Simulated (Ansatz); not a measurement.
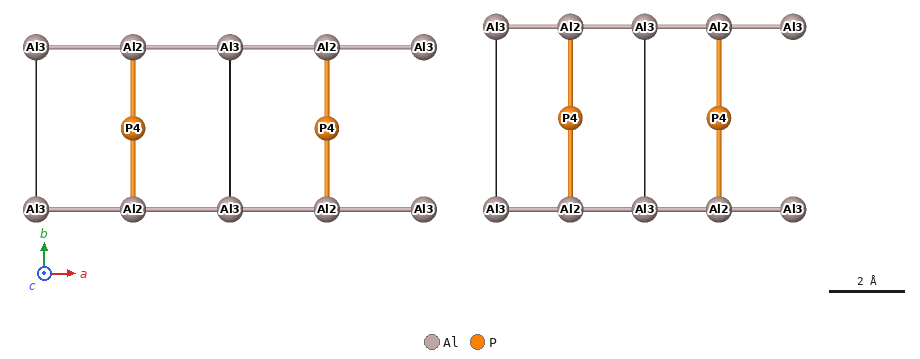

Two geometries of a crystal of Al$_{3}$P$_{2}$ (a generated structure, set up in Pmmm) (coarse preliminary run), drawn at one scale. One is the start of a relaxation, the other its converged end. Style: ball-and-stick. Shown: the cell of the calculation, repeated 2 × 1 × 1 with one cell outlined, along the c axis.

The calculation used DFT PBE, scalar-relativistic, plane waves, PAW (Ansatz 0.2.0). Set-up: plane-wave cutoff 420 eV; k-point mesh 4 × 4 × 4; occupations gaussian; smearing width 0.1 eV; no spin polarisation; cell and atoms relaxed; force threshold 0.04 eV/Å; at most 70 steps.

**Which one is relaxed?**

The left one is the relaxed one. The atoms keep their places relative to the cell (all moves are under 0.005 Å). The drawn cell changes as follows: a 3.990 → 5.208 Å (+30.5 %), b 4.909 → 4.359 Å (−11.2 %), c 5.917 → 5.230 Å (−11.6 %); the volume changes by +2.4 %. Near-neighbour distances that change, for instance: Al–P 1.995 → 2.604 Å, Al–Al 1.995 → 2.604 Å, Al–Al 2.959 → 2.615 Å, Al–P 2.959 → 2.615 Å. The space group stays Pmmm (No. 47). Over 9 accepted moves (11 points after the start) the energy falls by 1284 meV per atom. All forces vanish by symmetry, so only the cell relaxes. The pressure goes from 22.72 to 0.03 GPa. The SCF was repeated twice at an unchanged geometry on a basis and grid sized afresh for the cell, which shifted the energy by 17.4 meV per atom at most.

Limits of the set-up: the k-point mesh is coarse for a cell with partly filled bands.
